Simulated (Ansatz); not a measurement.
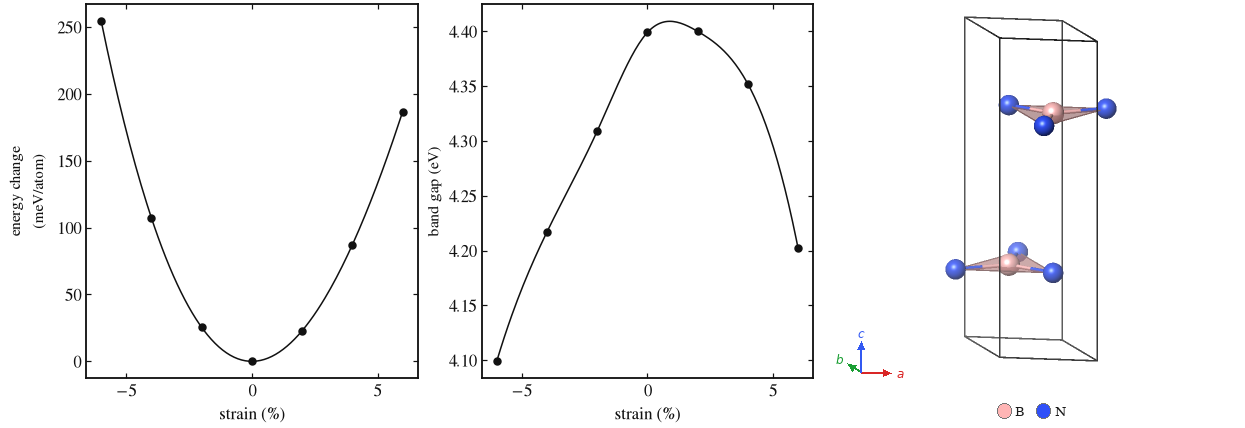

Plotted: energy change and band gap against strain for BN, space group P6_3/mmc (No. 194). The cell is drawn beside the plot.

Cell as given: a = 2.512 Å, b = 2.512 Å, c = 8.343 Å, α = 90.00°, β = 90.00°, γ = 120.00°; 4 atoms.

Calculation (Ansatz 0.2.0): energy, stress and cell of a relaxed crystal along a series of strains, atoms and what the cell freedom names relaxed within the symmetry; plane waves with PAW datasets, Γ-centred k mesh; energies extrapolated to zero smearing. Level: PBE, no spin polarisation.

wave cutoff 420 eV; k mesh 12×12×4; occupations Gaussian; smearing width 0.02 eV; strain kind biaxial in the ab plane; cell freedom length and tilt of c free.

### Does the undistorted structure sit at the bottom of the curve?

Yes: the energy rises on both sides of the starting structure, which is therefore a minimum along this path.

### How does the band gap respond?

It stays open and runs from 4.099 eV at strain −6 % to 4.202 eV at 6 %, with its largest value, 4.400 eV, at 2 %.

Caveats: weakly bound, no dispersion correction.
